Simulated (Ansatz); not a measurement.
Consider CdS₃.

```xyz
8
Lattice="5.8968 0.0000 0.0000 0.0000 5.8968 0.0000 0.0000 0.0000 7.0333" Properties=species:S:1:pos:R:3 pbc="T T T"
Cd    0.0000    0.0000    0.0000
Cd    2.9484    2.9484    0.0000
S     0.0000    2.9484    2.5522
S     1.2308    4.1791    1.4287
S     4.6660    1.7176    1.4287
S     2.9484    0.0000    4.4811
S     1.7176    1.2308    5.6046
S     4.1791    4.6660    5.6046
```

Space group P-42₁m; a generated structure, not necessarily the stable one; changed on purpose from its base cell (volume × 0.88, shape and atoms relaxed).

Method: Ansatz 0.2.0, DFT PBE, scalar-relativistic, plane waves, PAW.

**What can the converged valence pseudo-density and electron localisation function tell about the bonding?**

Cd–S (2.55 Å): ρ at the midpoint is about 0.41 e/Å³; the ELF peaks at about 0.90 in the valence shell of S, 0.8 Å from its nucleus, and is about 0.35 at the midpoint.

**Does the calculation give a band gap?**

It is gapped, with a Kohn–Sham gap of 1.5 eV on the k-point mesh (the band edges may lie off the mesh, which would make the gap smaller).

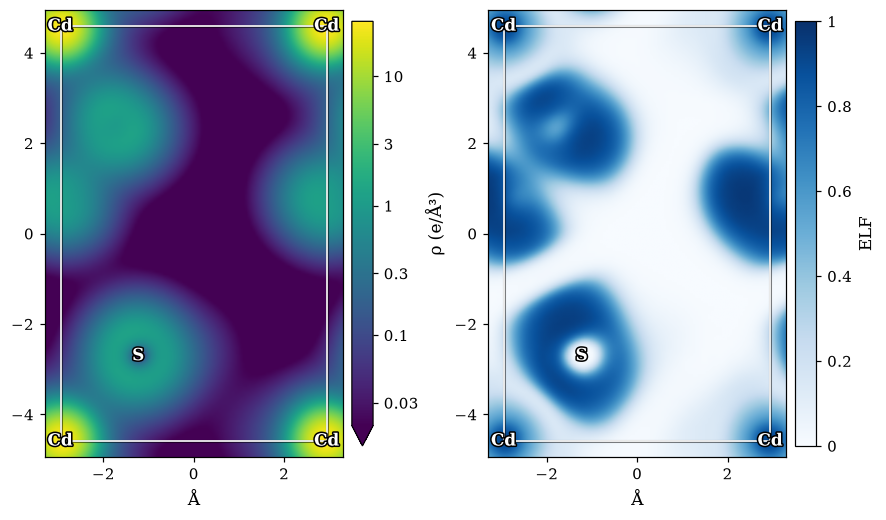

Computed valence pseudo-density and electron localisation function on the (101) plane of the conventional cell, in this order. Atoms just off the plane (S, 0.4 Å away) can leave unmarked features too.

In a PAW calculation such maps are meaningful between the atoms, not at the nuclei.
